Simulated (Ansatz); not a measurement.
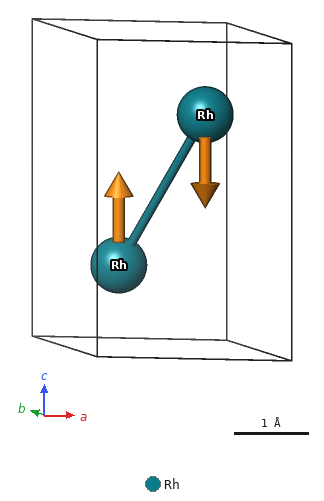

Phonons of a crystal of Rh, at the zone centre. The optical levels lie at 152 (×2), 249 cm⁻¹. One mode is drawn. Displacements are drawn as orange arrows; their common scale and sign are arbitrary. The picture is a ball-and-stick view of the cell of the calculation, seen from a free direction.

These are results of DFT PBEsol, scalar-relativistic, plane waves, PAW in Ansatz 0.2.0, not measurements. Set-up: plane-wave cutoff 420 eV; k-point mesh 18 × 18 × 10; occupations fermi dirac; smearing width 0.15 eV; no spin polarisation.

The frequencies depend somewhat on the k-mesh and the smearing.

Question: To which level does it belong?

Answer: The level at 249 cm⁻¹. This is the B₁g mode, the highest optical level, silent by symmetry (neither infrared- nor Raman-active). All motion is along c; atoms of one kind move against one another, with no net shift of their sublattice.
